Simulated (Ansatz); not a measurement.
**Band-structure calculation of KBr**

- system: KBr (Pm-3m, 2 atoms in the cell)
- method: DFT, PBE, plane waves, PAW, no spin polarisation (Ansatz 0.2.0)

The structure was built on a prototype by a generator. The geometry comes from this level: r2SCAN (a point of a series of strains). It belongs to a series of runs on one base structure; here: hydrostatic strain +1.2%.

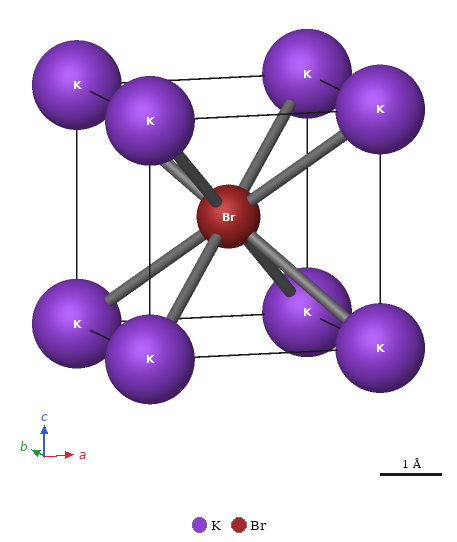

*The input geometry (ball-and-stick view of the cell of the calculation, seen slightly off an axis).*

## Summary

| quantity | value |
| --- | --- |
| outcome | converged |
| space group (tolerance 0.01 Å) | Pm-3m (221) |
| electrons treated | 16 |
| free energy | −4324.3579 eV |
| Fermi energy | 4.367 eV |
| gap on the k-point mesh | 3.91 eV |
| pressure | 0.17 GPa |
| largest force (length of the vector) | under 0.001 eV/Å |
| hardware | 4 threads of an x86-64 CPU, shared host |
| wall time | 1.4 s (CPU time 3.1 s) |
| peak memory | 0.33 GiB |

## Input
```yaml
crystal:
  lattice:
    - [4.0252305376, 0.0, 0.0]
    - [0.0, 4.0252305376, 0.0]
    - [0.0, 0.0, 4.0252305376]
  atoms:
    - { symbol: K, position: [0.0, 0.0, 0.0] }
    - { symbol: Br, position: [0.5, 0.5, 0.5] }
kpoints:
  mp_grid: { grid: [6, 6, 6] }
  band_path:
    path:
      - [0.0, 0.0, 0.0]
      - [0.0, 0.5, 0.0]
      - [0.5, 0.5, 0.0]
      - [0.5, 0.5, 0.5]
      - [0.0, 0.5, 0.5]
    npoints: 1
hamiltonian:
  xc: pbe
scf:
  occupations: { method: fermi_dirac, width: 0.02 }
  n_extra_bands: 4
output:
  forces: true
  stress: true
  eigenvalues: true
```

Run as:
```bash
ansatz run input.yaml --threads 4 --pin off --max-ram 3686MiB --backend cpu --events-out ev --progress --plain --runs-dir out
```

## Log
```
scf.n_extra_bands = 4 over 8 filled bands (N_el = 16.0): the run solves 12 bands
Engine: ansatz 0.2.0, x86_64-unknown-linux-gnu
Pseudopotentials: kind: paw
Pseudopotential: K, paw, valence charge 9, recommended cutoff 420 eV (normal), K.paw.azcp
Pseudopotential: Br, paw, valence charge 7, recommended cutoff 420 eV (normal), Br.paw.azcp
Functional definition: PBE
  parameter kappa = 0.804
  parameter beta = 0.06672455060314922
  exchange = pbe_x(kappa = kappa, mu = beta*pi^2/3)
  correlation = pbe_c(beta = beta)
Crystal: 2 atoms, lattice volume = 65.219 Å³
Basis set: ecut = 420 eV, 1309 PW (Γ), exchange–correlation on 54×54×54 points (8 copies of the dense FFT grid, shifted against one another)
Bands: 12, of which v1, the nominal top of the filled ones, is band 8 counted from 1 (7 counted from 0)
Symmetry: 48 space group operations
Space group: Pm-3m (ITA 221), of the structure as read, at distance tolerance 4.0e-5 Å
k-points: 20 of 216
Non-local potential: K, projectors of the file, l = 0: 3, l = 1: 2, l = 2: 2
Non-local potential: Br, projectors of the file, l = 0: 2, l = 1: 2, l = 2: 2
PAW form: soft (Blöchl's): semilocal exchange-correlation on the pseudo side does not see the compensation charge
PAW one-centre angular grid: K, 110 points (default); XC on 64 Gauss nodes
PAW one-centre angular grid: Br, 110 points (default); XC on 64 Gauss nodes
Initial density: superposition of atomic densities (neutral atoms: chi_scale 0, normalization atom), corrected by the library's trained network
Initial wavefunctions: pseudopotential atomic-orbital guess
Functional: x = pbe(κ = 0.804, μ = 0.2195149727645171), c = pbe(β = 0.06672455060314922)
SCF iter   1: F=—  HF=-4324.357988 eV  |F-HF|=—  |Δ(HF+E_count)|=         —  Δρ=4.09e-4  dr2=1.83e-4  ethr=1.77e-3  ⟨swp⟩=7.3  Hψ=1676  notcnv=0
preconditioner: auto → none  [insulator: Δε(μ)=3.893 eV  Ē_g=14.716 eV  σ=0.020 eV  W_gap=1.00  n_scr=6 (ndim 8)  ℏωp=17.2 eV  f_vac=0.006  D(μ)=0.00/eV (n_scr^D=0)  ε∞_Penn≈2.4]
SCF iter   2: F=—  HF=-4324.357936 eV  |F-HF|=—  |Δ(HF+E_count)|=   5.20e-5  Δρ=1.83e-4  dr2=3.17e-5  ethr=1.15e-6  ⟨swp⟩=2.5  Hψ=637  notcnv=0
SCF iter   3: F=—  HF=-4324.357927 eV  |F-HF|=—  |Δ(HF+E_count)|=   8.48e-6  Δρ=1.10e-4  dr2=1.19e-5  ethr=1.98e-7  ⟨swp⟩=2.0  Hψ=380  notcnv=0
SCF iter   4: F=—  HF=-4324.357924 eV  |F-HF|=—  |Δ(HF+E_count)|=   3.31e-6  Δρ=1.86e-5  dr2=2.23e-7  ethr=7.47e-8  ⟨swp⟩=2.0  Hψ=315  notcnv=0
iter 5 did not close the SCF: its close was put off for the readings that it lacked (scf_convergence_deferred on its scf_iter line)
SCF iter   5: F=-4324.357925 eV  HF=-4324.357925 eV  |F-HF|=1.16e-9  |Δ(HF+E_count)|=   3.28e-7  Δρ=5.82e-6  dr2=2.25e-8  ethr=1.39e-9  ⟨swp⟩=2.0  Hψ=363  notcnv=0
SCF iter   6: F=-4324.357925 eV  HF=-4324.357925 eV  |F-HF|=8.82e-10  |Δ(HF+E_count)|=   1.19e-8  Δρ=1.33e-6  dr2=1.44e-9  ethr=1.41e-10  ⟨swp⟩=2.5  Hψ=827  notcnv=0
SCF 1 converged in 6 iterations: F = -4324.357925 eV  dr2 = 1.44e-9
  greatest PAW one-centre occupation: 0.987 electrons in one spin orbital (limit 2), on the K atom at site 0 (counted from 0), in its partial waves of l = 0
NSCF: frozen V_eff on 5 k-points
SCF converged after 6 iterations
Free energy (F): -4324.357925 eV
Harris-Foulkes:  -4324.357925 eV  (|F-HF|=8.82e-10)
Internal energy: -4324.357925 eV  (E = F + TS)
E sigma→0 (E₀):  -4324.357925 eV
Fermi energy:    4.367244 eV
--- Per-component energies (eV) ---
  E_band       = -122.314651
  E_kinetic    = 387.956642
  E_local      = -768.314817  (includes V_loc(G=0)·N_el)
  E_nonlocal   = 82.779795
  E_hartree    = 242.531544
  E_xc         = -400.462882
  E_vxc        = -269.466213  (∫ρ·V_xc dr)
  E_paw        = -3028.363807  (= ΣΔE_a)
  E_vpaw       = -40.332688  (= ΣTr[D̂ρ^β])
  E_aug_tail   = -0.000003  (compensation charges beyond the density's cutoff)
  E_ewald      = -840.484397
  E_smearing   = -0.000000  (= −TS)
  E_closure    = 0.000000  (closes the sum)
  Σ components = -4324.357925   (vs F -4324.357925, Δ=0.00e0)
--- Forces (eV/Å), atoms counted from 1 ---
  atom   1  K      0.00000000    -0.00000000     0.00000000
  atom   2  Br     0.00000000     0.00000000    -0.00000000
  max |Σ_I F_I| component: 1.15e-30 eV/Å
--- Stress (GPa, compression-positive) ---
        0.166691       0.000000       0.000000
        0.000000       0.166691       0.000000
        0.000000       0.000000       0.166691
  P = ⅓ Tr σ = 0.1667 GPa (1.667 kbar)
--- Band table (eV; the first three rows and the last of 20) ---
  k-point 0: bands = ["-26.2416", "-10.4010", "-9.6658", "-9.6658", "-9.6658", "2.1373", "2.1373", "2.1373", "6.3074", "8.2418", "8.2418", "12.0372"]
  k-point 1: bands = ["-26.2390", "-10.4483", "-9.6607", "-9.6607", "-9.6133", "1.5854", "2.1438", "2.1438", "6.9332", "8.4543", "8.8063", "11.9613"]
  k-point 2: bands = ["-26.2336", "-10.5357", "-9.6506", "-9.6506", "-9.5122", "0.7599", "2.1563", "2.1563", "8.1150", "9.0448", "9.8725", "11.9372"]
  k-point 19: bands = ["-26.2114", "-10.0219", "-9.7790", "-9.7790", "-9.7790", "0.9507", "0.9507", "0.9507", "9.8311", "9.8311", "9.8311", "11.8055"]
```

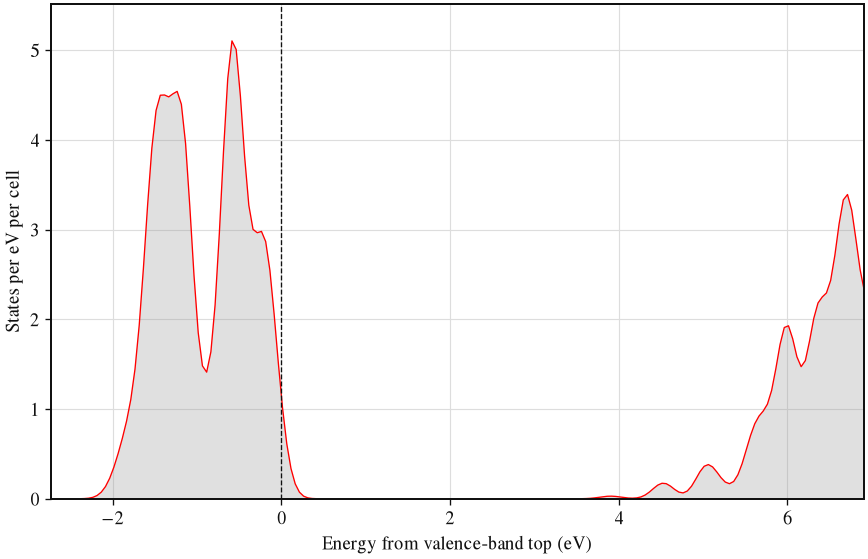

*Density of states (the curve is built from the levels of the k mesh with Gaussians 0.3 eV wide, which also blur the band edges), with energies from the valence-band top.*

There is a gap of 3.91 eV on the k-point mesh. Small ripples come from the finite k-point mesh.
